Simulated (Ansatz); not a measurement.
**What a change does: geometry relaxation on SnO**

System: SnO (Pmn2₁, 4 atoms in the cell).
Method of run 1: DFT, PBE-D4, plane waves, PAW, no spin polarisation (Ansatz 0.2.0).

The structure derives from a Materials Project entry. The geometry comes from this level: PBE. Text and figures count atoms from 1; the logs count them from 0 in places.

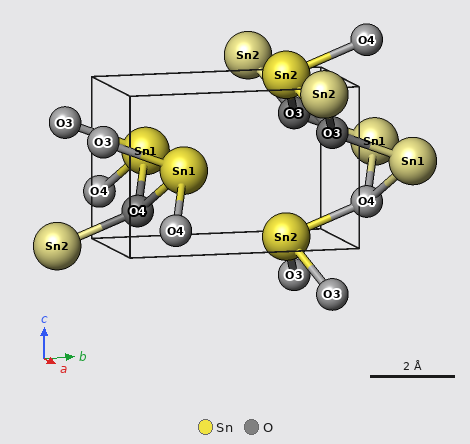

Fig. 1: The starting structure (ball-and-stick view of the cell of the calculation, seen slightly off an axis; neighbours outside the cell are drawn fainter; atoms are numbered from 1 in the order of the input). Near neighbours in the crystal (not all of them lie inside the picture): Sn has 3 O at 2.15 to 2.16 Å; O has 3 Sn at 2.15 to 2.16 Å.

### Input file, run 1
```yaml
crystal:
  lattice:
    - [3.3456473825, 0.0, 0.0]
    - [0.0, 5.7113467323, 0.0]
    - [0.0, 0.0, 3.921790797]
  atoms:
    - { symbol: Sn, position: [0.0, 0.2347551361, 0.526911005] }
    - { symbol: Sn, position: [0.5, 0.7652448639, 0.026911005] }
    - { symbol: O, position: [0.0, 0.8833650553, 0.723089995] }
    - { symbol: O, position: [0.5, 0.1166349447, 0.223089995] }
kpoints:
  mp_grid: { grid: [8, 4, 6] }
hamiltonian:
  xc: pbe
  dispersion: d4
scf:
  occupations: { method: fermi_dirac, width: 0.02 }
relax:
  f_tol: 0.005
  cell: {}
```

Launched with:
```bash
ansatz run input.yaml --threads 2 --pin off --max-ram 2211MiB --backend cpu --events-out ev --progress --plain --runs-dir out
```

Hardware: 2 threads of Arm Neoverse V2, 24 GiB of memory available, shared host.

### Output, shortened to warnings, some set-up lines, iterations and results (run 1)
```
Basis set: ecut = 420 eV, 1473 PW (Γ), exchange–correlation on 48×80×54 points (8 copies of the dense FFT grid, shifted against one another)
Symmetry: 4 space group operations
k-points: 60 of 192 (time reversal used)
Initial density: superposition of atomic densities (neutral atoms: chi_scale 0, normalization atom), corrected by the library's trained network
[...]
SCF iter   1: F=—  HF=-13184.130351 eV  |F-HF|=—  |Δ(HF+E_count)|=         —  Δρ=2.42e-3  dr2=6.39e-3  ethr=1.77e-3  ⟨swp⟩=6.5  Hψ=6986  notcnv=0
SCF iter   2: F=—  HF=-13184.129632 eV  |F-HF|=—  |Δ(HF+E_count)|=   7.18e-4  Δρ=9.31e-4  dr2=4.22e-4  ethr=1.60e-5  ⟨swp⟩=2.9  Hψ=3360  notcnv=0
SCF iter   3: F=—  HF=-13184.129789 eV  |F-HF|=—  |Δ(HF+E_count)|=   1.57e-4  Δρ=4.01e-4  dr2=6.61e-5  ethr=1.05e-6  ⟨swp⟩=2.0  Hψ=2617  notcnv=0
SCF iter   4: F=—  HF=-13184.129860 eV  |F-HF|=—  |Δ(HF+E_count)|=   7.05e-5  Δρ=2.00e-4  dr2=2.02e-5  ethr=1.65e-7  ⟨swp⟩=3.0  Hψ=2635  notcnv=0
SCF iter   5: F=—  HF=-13184.129874 eV  |F-HF|=—  |Δ(HF+E_count)|=   1.41e-5  Δρ=5.13e-5  dr2=1.18e-6  ethr=5.05e-8  ⟨swp⟩=3.0  Hψ=2640  notcnv=0
[... 48 lines ...]
SCF iter   6: F=-13184.130347 eV  HF=-13184.130347 eV  |F-HF|=3.64e-12  |Δ(HF+E_count)|=  7.28e-12  Δρ=1.46e-8  dr2=9.24e-14  ethr=1.00e-12  ⟨swp⟩=1.0  Hψ=1440  notcnv=0
SCF iter   7: F=-13184.130347 eV  HF=-13184.130347 eV  |F-HF|=5.46e-12  |Δ(HF+E_count)|=    0.00e0  Δρ=3.74e-9  dr2=6.92e-15  ethr=1.00e-12  ⟨swp⟩=1.0  Hψ=1440  notcnv=0
SCF iter   8: F=-13184.130347 eV  HF=-13184.130347 eV  |F-HF|=7.28e-12  |Δ(HF+E_count)|=  3.64e-12  Δρ=1.15e-9  dr2=8.41e-16  ethr=1.00e-12  ⟨swp⟩=2.3  Hψ=3625  notcnv=0
SCF 7 converged in 8 iterations: F = -13184.130347 eV  dr2 = 8.41e-16
relax step   7: F+E_penalty+E_count = -13184.13034654 eV  Δ(F+E_penalty+E_count) = +4.465e-4 eV  max|allowed force component| = 2.123e-3 eV/Å  Δτ_max = 0.0000 Å  P = -0.015 …
basis re-selected at this cell: Δ(F+E_penalty+E_count) = +4.465e-4 eV, ΔP = -0.005 GPa vs the last step (what re-selecting the basis moved, of the pressure what is left beyond the Pulay correction that the steps carried, after the strain that the cell walked since its last selection, with what the …
SCF converged after 8 iterations
Free energy (F): -13184.130347 eV
Harris-Foulkes:  -13184.130347 eV  (|F-HF|=7.28e-12)
Internal energy: -13184.130347 eV  (E = F + TS)
E sigma→0 (E₀):  -13184.130347 eV
Fermi energy:    8.965932 eV
--- Per-component energies (eV) ---
  E_band       = -215.541621
  E_kinetic    = 722.008963
  E_local      = -2796.047395  (includes V_loc(G=0)·N_el)
  E_nonlocal   = 31.804668
  E_hartree    = 1493.298817
  E_xc         = -912.682088
  E_vxc        = -380.053142  (∫ρ·V_xc dr)
  E_paw        = -8587.595774  (= ΣΔE_a)
  E_vpaw       = -779.857171  (= ΣTr[D̂ρ^β])
  E_aug_tail   = 0.004821  (compensation charges beyond the density's cutoff)
  E_ewald      = -3133.868735
  E_disp       = -1.053623  (pairwise vdW)
  E_smearing   = -0.000000  (= −TS)
  E_closure    = -0.000000  (closes the sum)
  Σ components = -13184.130347   (vs F -13184.130347, Δ=0.00e0)
--- Forces (eV/Å), atoms counted from 1 ---
  atom   1  Sn     0.00000000     0.00103255     0.00042086
  atom   2  Sn    -0.00000000    -0.00103255     0.00042086
  atom   3  O      0.00000000     0.00212282    -0.00042087
  atom   4  O      0.00000000    -0.00212282    -0.00042087
  max |Σ_I F_I| component: 2.18e-8 eV/Å
--- Stress (GPa, compression-positive) ---
       -0.011942      -0.000000      -0.000000
       -0.000000      -0.008465      -0.000000
       -0.000000      -0.000000      -0.023386
  P = ⅓ Tr σ = -0.0146 GPa (-0.146 kbar)
--- Relaxed structure (5 steps of the walk, 5 accepted, 2 SCFs on fresh bases) ---
  F+E_penalty+E_count = -13184.13034654 eV   max|allowed force component| = 2.123e-3 eV/Å   (the final SCF, on the basis selected at the relaxed cell)
  cell:  # Å, volume = 74.2437 Å³
    - [3.346999910351168, 0.0, 0.0]
    - [0.0, 5.710086570453357, 0.0]
    - [0.0, 0.0, 3.8847355444503346]
  atoms:
    - { symbol: Sn, position: [-3.5978274983138405e-35, 0.23521680844373494, 0.528983246023903] }
    - { symbol: Sn, position: [0.49999999999999994, 0.7647831915562651, 0.028983246023903026] }
[...]
```

The input of run 2 differs as follows (lines with − go, lines with + come):
```diff
-  xc: pbe
-  dispersion: d4
+  xc: r2scan
+  dispersion: rvv10
```

Predict how the results change.

The total energies belong to different models, so their difference says nothing on which is more stable or more accurate. The volume per atom goes from 18.56 to 19.02 Å³. The functional changes from PBE to r2SCAN. The SCF takes 59 iterations over all geometry steps against 44. The default cutoff goes from 420 to 500 eV with the change. On the same kind of shared host run 2 took about 4.3 times as long.

### Output, shortened to warnings, some set-up lines, iterations and results (run 2)
```
Basis set: ecut = 500 eV, 1895 PW (Γ), exchange–correlation on 120×192×128 points (64 copies of the dense FFT grid, shifted against one another)
Symmetry: 4 space group operations
k-points: 60 of 192 (time reversal used)
Initial density: superposition of atomic densities (neutral atoms: chi_scale 0, normalization atom), corrected by the library's trained network
[...]
SCF iter   1: F=—  HF=-13209.878620 eV  |F-HF|=—  |Δ(HF+E_count)|=         —  Δρ=6.55e-3  dr2=2.60e-2  dr2_τ=9.35e-2  ethr=1.77e-3  ⟨swp⟩=6.6  Hψ=6891  notcnv=0
SCF iter   2: F=—  HF=-13209.939606 eV  |F-HF|=—  |Δ(HF+E_count)|=   6.10e-2  Δρ=3.51e-3  dr2=4.89e-3  dr2_τ=3.34e-4  ethr=6.51e-5  ⟨swp⟩=3.3  Hψ=3288  notcnv=0
SCF iter   3: F=—  HF=-13209.940753 eV  |F-HF|=—  |Δ(HF+E_count)|=   1.15e-3  Δρ=1.83e-3  dr2=3.17e-3  dr2_τ=1.87e-4  ethr=1.22e-5  ⟨swp⟩=3.5  Hψ=3120  notcnv=0
SCF iter   4: F=—  HF=-13209.940159 eV  |F-HF|=—  |Δ(HF+E_count)|=   5.94e-4  Δρ=6.99e-4  dr2=4.57e-4  dr2_τ=6.21e-5  ethr=7.92e-6  ⟨swp⟩=3.0  Hψ=3098  notcnv=0
SCF iter   5: F=—  HF=-13209.940084 eV  |F-HF|=—  |Δ(HF+E_count)|=   7.53e-5  Δρ=1.09e-4  dr2=6.90e-6  dr2_τ=7.62e-7  ethr=1.14e-6  ⟨swp⟩=2.0  Hψ=1839  notcnv=0
[... 67 lines ...]
SCF iter   4: F=—  HF=-13209.974691 eV  |F-HF|=—  |Δ(HF+E_count)|=   1.32e-8  Δρ=1.06e-6  dr2=3.13e-10  dr2_τ=1.78e-10  ethr=1.04e-10  ⟨swp⟩=2.0  Hψ=1975  notcnv=0
SCF iter   5: F=—  HF=-13209.974691 eV  |F-HF|=—  |Δ(HF+E_count)|=  7.60e-10  Δρ=3.47e-7  dr2=4.12e-11  dr2_τ=1.52e-11  ethr=1.00e-12  ⟨swp⟩=2.9  Hψ=2685  notcnv=0
SCF iter   6: F=-13209.974691 eV  HF=-13209.974691 eV  |F-HF|=3.64e-12  |Δ(HF+E_count)|=  3.64e-11  Δρ=7.44e-8  dr2=2.61e-12  dr2_τ=5.49e-13  ethr=1.00e-12  ⟨swp⟩=5.0  …
SCF 9 converged in 6 iterations: F = -13209.974691 eV  dr2 = 2.61e-12
relax step   9: F+E_penalty+E_count = -13209.97469066 eV  Δ(F+E_penalty+E_count) = -2.601e-4 eV  max|allowed force component| = 1.483e-3 eV/Å  Δτ_max = 0.0000 Å  P = +0.001 …
basis re-selected at this cell: Δ(F+E_penalty+E_count) = -2.601e-4 eV, ΔP = +0.001 GPa vs the last step (what re-selecting the basis moved, of the pressure what is left beyond the Pulay correction that the steps carried, after the strain that the cell walked since its last selection, with what the …
SCF converged after 6 iterations
Free energy (F): -13209.974691 eV
Harris-Foulkes:  -13209.974691 eV  (|F-HF|=3.64e-12)
Internal energy: -13209.974691 eV  (E = F + TS)
E sigma→0 (E₀):  -13209.974691 eV
Fermi energy:    8.657859 eV
--- Per-component energies (eV) ---
  E_band       = -259.324027
  E_kinetic    = 724.791180
  E_local      = -2976.380008  (includes V_loc(G=0)·N_el)
  E_nonlocal   = 29.956760
  E_hartree    = 1577.810411
  E_xc         = -891.727786
  E_vxc        = -418.817718  (∫ρ·V_xc dr)
  E_paw        = -8638.426288  (= ΣΔE_a)
  E_vpaw       = -801.155555  (= ΣTr[D̂ρ^β])
  E_aug_tail   = 0.001499  (compensation charges beyond the density's cutoff)
  E_vtau       = 26.659058  (kinetic-family band-sum trace: ∫τ·v_τ [+ j·A + Jᵃ·Aᵃ] dr)
  E_ewald      = -3037.407216
  E_core_change = 1.406758  (= ΣΔE_core)
  E_smearing   = -0.000000  (= −TS)
  E_closure    = -0.000000  (closes the sum)
  Σ components = -13209.974691   (vs F -13209.974691, Δ=0.00e0)
--- Forces (eV/Å), atoms counted from 1 ---
  atom   1  Sn     0.00000000    -0.00003560     0.00060842
  atom   2  Sn     0.00000000     0.00003560     0.00060842
  atom   3  O      0.00000000     0.00148340    -0.00060619
  atom   4  O     -0.00000000    -0.00148340    -0.00060619
  max |Σ_I F_I| component: 4.46e-6 eV/Å
--- Stress (GPa, compression-positive) ---
        0.006463       0.000000       0.000000
        0.000000      -0.004497       0.000000
        0.000000       0.000000       0.002207
  P = ⅓ Tr σ = 0.0014 GPa (0.014 kbar)
--- Relaxed structure (8 steps of the walk, 8 accepted, 1 SCFs on fresh bases) ---
  F+E_penalty+E_count = -13209.97469066 eV   max|allowed force component| = 1.483e-3 eV/Å   (the final SCF, on the basis selected at the relaxed cell)
  cell:  # Å, volume = 76.0888 Å³
    - [3.3031148357039615, 0.0, 0.0]
[...]
```

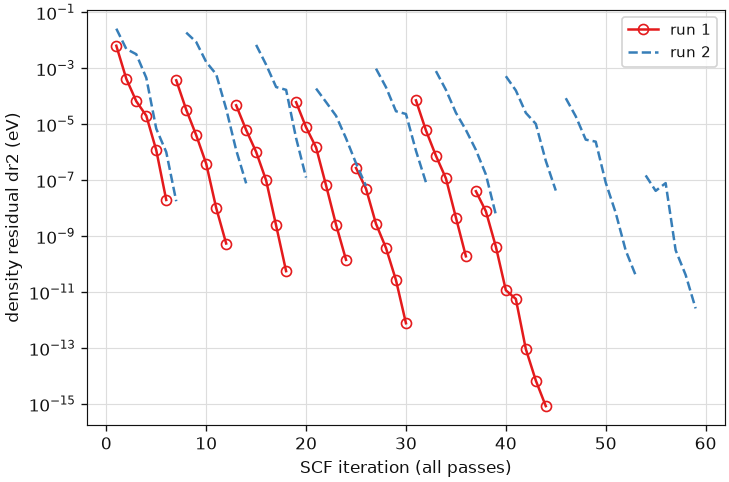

Fig. 2: Convergence of the two runs: density residual dr2 against the SCF iteration. A break in a curve parts two SCF passes. Run 1 takes 44 iterations in all, and run 2 takes 59.

### The two runs side by side

| quantity | run 1 | run 2 |
| --- | --- | --- |
| outcome | converged | converged |
| free energy per atom (eV) | −3296.0326 | −3302.4937 |
| pressure (GPa) | −0.01 | 0.00 |
| volume per atom (Å³) | 18.56 | 19.02 |
| largest force (eV/Å) | 0.002 | 0.002 |
| SCF iterations | 44 | 59 |
| irreducible k-points | 60 | 60 |
| wall time (shared host) | 30 s | 2.1 min |
